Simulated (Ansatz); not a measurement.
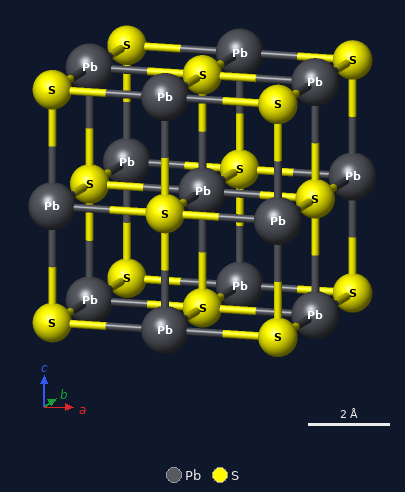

Fig. 1: The input geometry (ball-and-stick view of the cell 4 times as large as that of the calculation, set on its symmetry axes, seen slightly off an axis). Near neighbours in the crystal (not all of them lie inside the picture): Pb has 6 S at 2.97 Å; S has 6 Pb at 2.97 Å.

# PbS: single-point calculation

System: PbS (Fm-3m, 2 atoms in the cell).
Method: DFT PBE, scalar-relativistic, plane waves, PAW, no spin polarisation (Ansatz 0.2.0).

The structure was built on a prototype by a generator; it need not be a known phase.

The program's output:
```
Engine: ansatz 0.2.0, x86_64-unknown-linux-gnu
Pseudopotentials: kind: paw
Pseudopotential: Pb, paw, valence charge 14, recommended cutoff 420 eV (normal), Pb.paw.azcp
Pseudopotential: S, paw, valence charge 6, recommended cutoff 420 eV (normal), S.paw.azcp
Functional definition: PBE
  parameter kappa = 0.804
  parameter beta = 0.06672455060314922
  exchange = pbe_x(kappa = kappa, mu = beta*pi^2/3)
  correlation = pbe_c(beta = beta)
Crystal: 2 atoms, lattice volume = 52.132 Å³
Basis set: ecut = 420 eV, 965 PW (Γ), exchange–correlation on 60×60×60 points (8 copies of the dense FFT grid, shifted against one another)
Bands: 14, of which v1, the nominal top of the filled ones, is band 10 counted from 1 (9 counted from 0)
Symmetry: 48 space group operations
Space group: Fm-3m (ITA 225), of the structure as read, at distance tolerance 3.7e-5 Å
k-points: 16 of 216
Non-local potential: Pb, projectors of the file, l = 0: 2, l = 1: 2, l = 2: 2, l = 3: 2
Non-local potential: S, projectors of the file, l = 0: 2, l = 1: 2, l = 2: 2
PAW form: soft (Blöchl's): semilocal exchange-correlation on the pseudo side does not see the compensation charge
PAW one-centre angular grid: Pb, 590 points (default); XC on 64 Gauss nodes
PAW one-centre angular grid: S, 110 points (default); XC on 64 Gauss nodes
Initial density: superposition of atomic densities (neutral atoms: chi_scale 0, normalization atom), corrected by the library's trained network
Initial wavefunctions: pseudopotential atomic-orbital guess
Functional: x = pbe(κ = 0.804, μ = 0.2195149727645171), c = pbe(β = 0.06672455060314922)
SCF iter   1: F=—  HF=-12809.560029 eV  |F-HF|=—  |Δ(HF+E_count)|=         —  Δρ=8.29e-4  dr2=5.05e-4  ethr=1.77e-3  ⟨swp⟩=5.6  Hψ=1283  notcnv=0
preconditioner: auto → none  [insulator: Δε(μ)=0.361 eV  Ē_g=15.470 eV  σ=0.100 eV  W_gap=0.99  n_scr=14 (ndim 8)  ℏωp=23.0 eV  f_vac=0.000  D(μ)=0.02/eV (n_scr^D=0)  ε∞_Penn≈3.2]
SCF iter   2: F=—  HF=-12809.558649 eV  |F-HF|=—  |Δ(HF+E_count)|=   1.38e-3  Δρ=4.70e-4  dr2=1.19e-4  ethr=2.52e-6  ⟨swp⟩=2.2  Hψ=516  notcnv=0
SCF iter   3: F=—  HF=-12809.558647 eV  |F-HF|=—  |Δ(HF+E_count)|=   1.73e-6  Δρ=1.78e-4  dr2=1.66e-5  ethr=5.95e-7  ⟨swp⟩=2.1  Hψ=337  notcnv=0
SCF iter   4: F=—  HF=-12809.558658 eV  |F-HF|=—  |Δ(HF+E_count)|=   1.10e-5  Δρ=4.46e-5  dr2=9.93e-7  ethr=8.28e-8  ⟨swp⟩=2.4  Hψ=329  notcnv=0
iter 5 did not close the SCF: its close was put off for the readings that it lacked (scf_convergence_deferred on its scf_iter line)
SCF iter   5: F=-12809.558658 eV  HF=-12809.558658 eV  |F-HF|=2.52e-8  |Δ(HF+E_count)|=   5.09e-8  Δρ=7.52e-6  dr2=3.16e-8  ethr=4.97e-9  ⟨swp⟩=2.1  Hψ=380  notcnv=0
SCF iter   6: F=-12809.558658 eV  HF=-12809.558658 eV  |F-HF|=3.40e-10  |Δ(HF+E_count)|=   1.00e-8  Δρ=9.40e-7  dr2=4.18e-10  ethr=1.58e-10  ⟨swp⟩=2.8  Hψ=914  notcnv=0
SCF 1 converged in 6 iterations: F = -12809.558658 eV  dr2 = 4.18e-10
  greatest PAW one-centre occupation: 0.982 electrons in one spin orbital (limit 2), on the Pb atom at site 0 (counted from 0), in its partial waves of l = 2
```

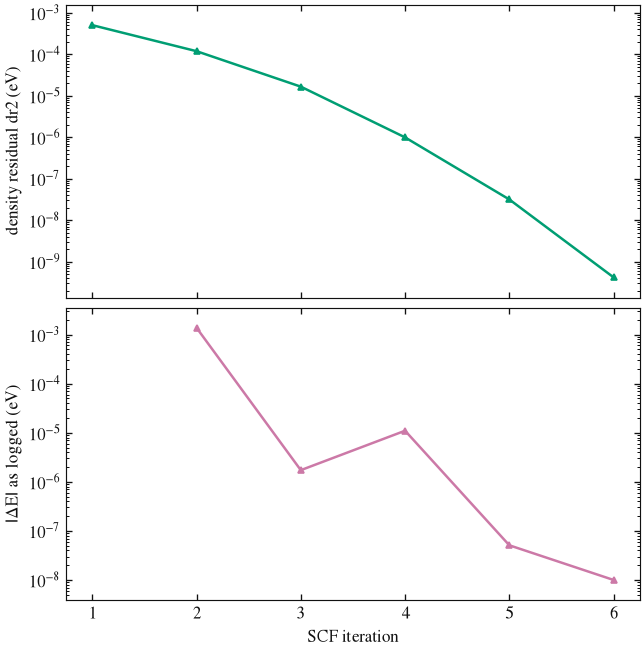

Fig. 2: Convergence of the self-consistent field: density residual dr2 and size of the energy change against the SCF iteration. The residual falls at every step.

```
SCF converged after 6 iterations
Free energy (F): -12809.558658 eV
Harris-Foulkes:  -12809.558658 eV  (|F-HF|=3.40e-10)
Internal energy: -12809.558569 eV  (E = F + TS)
E sigma→0 (E₀):  -12809.558614 eV
Entropy (-TS):   -0.000089 eV (-0.044 meV/atom)
Fermi energy:    8.644584 eV
--- Per-component energies (eV) ---
  E_band       = -55.035292
  E_kinetic    = 393.750876
  E_local      = -1220.870148  (includes V_loc(G=0)·N_el)
  E_nonlocal   = 378.547727
  E_hartree    = 474.752290
  E_xc         = -318.623157
  E_vxc        = -220.611538  (∫ρ·V_xc dr)
  E_paw        = -11003.377347  (= ΣΔE_a)
  E_vpaw       = -335.357671  (= ΣTr[D̂ρ^β])
  E_aug_tail   = 0.000052  (compensation charges beyond the density's cutoff)
  E_ewald      = -1513.738862
  E_smearing   = -0.000089  (= −TS)
  E_closure    = -0.000000  (closes the sum)
  Σ components = -12809.558658   (vs F -12809.558658, Δ=0.00e0)
--- Forces (eV/Å), atoms counted from 1 ---
  atom   1  Pb     0.00000000    -0.00000000    -0.00000000
  atom   2  S     -0.00000000    -0.00000000    -0.00000000
  max |Σ_I F_I| component: 5.15e-29 eV/Å
--- Stress (GPa, compression-positive) ---
        2.252056      -0.000000       0.000000
       -0.000000       2.252056      -0.000000
       -0.000000      -0.000000       2.252056
  P = ⅓ Tr σ = 2.2521 GPa (22.521 kbar)
--- Band table (eV; the first three rows and the last of 16) ---
  k-point 0: bands = ["-8.3688", "-8.3688", "-8.3688", "-8.3531", "-8.3531", "-5.1452", "2.4360", "6.2803", "6.2803", "6.2803", "13.6797", "13.6797", "13.6797", "15.1585"]
  k-point 1: bands = ["-8.3677", "-8.3667", "-8.3667", "-8.3515", "-8.3515", "-4.9117", "1.6828", "6.3541", "6.3541", "6.8351", "11.8765", "12.4765", "12.4765", "15.1252"]
  k-point 2: bands = ["-8.3796", "-8.3796", "-8.3661", "-8.3311", "-8.3311", "-4.3197", "0.3371", "6.5446", "6.5446", "7.7287", "9.9341", "11.0151", "11.0151", "15.8215"]
  k-point 15: bands = ["-8.4768", "-8.3737", "-8.3440", "-8.3303", "-8.3077", "-3.4423", "0.6796", "3.6212", "4.4814", "6.6528", "11.6249", "12.7099", "13.5592", "15.3341"]
```

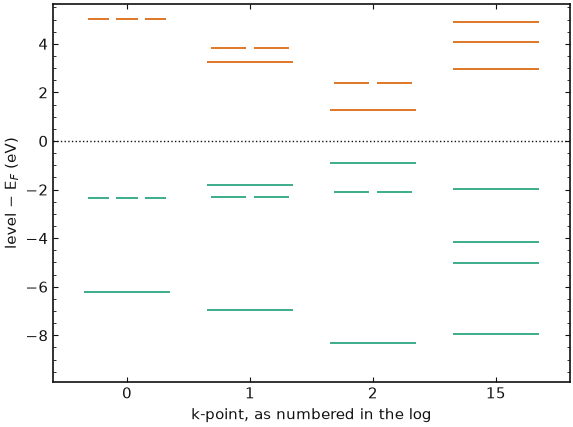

Fig. 3: Kohn–Sham levels near the Fermi level (dotted) at the few k-points that the log prints; levels within 0.02 eV of each other stand side by side. Among these points the highest filled and lowest empty levels are 2.21 eV apart; the gap on the full mesh, 0.36 eV, has an edge at a point that isn't printed.

This output came from the following input.

Input:
```yaml
crystal:
  lattice:
    - [0.0, 2.9650006778, 2.9650006778]
    - [2.9650006778, 0.0, 2.9650006778]
    - [2.9650006778, 2.9650006778, 0.0]
  atoms:
    - { symbol: Pb, position: [0.5, 0.5, 0.5] }
    - { symbol: S, position: [0.0, 0.0, 0.0] }
basis:
  ecutwfc: 420
kpoints:
  mp_grid: { grid: [6, 6, 6] }
hamiltonian:
  xc: pbe
scf:
  occupations: { method: gaussian, width: 0.1 }
output:
  forces: true
  stress: true
  eigenvalues: true
```

Launch command:
```bash
ansatz run input.yaml --threads 2 --pin off --max-ram 4096MiB --backend cpu --events-out ev --progress --plain --runs-dir out
```

Key numbers:

| quantity | value |
| --- | --- |
| outcome | converged |
| space group (tolerance 0.01 Å) | Fm-3m (225) |
| electrons treated | 20 |
| free energy | −12809.5587 eV |
| Fermi energy | 8.645 eV |
| gap on the k-point mesh | 0.36 eV |
| pressure | 2.25 GPa |
| largest force (length of the vector) | under 0.001 eV/Å |
| hardware | 2 threads of Intel Xeon (Granite Rapids), 96 GiB of memory available, shared host |
| peak memory | 0.35 GiB |

Notes:

Spin–orbit coupling is left out, which matters for Pb.
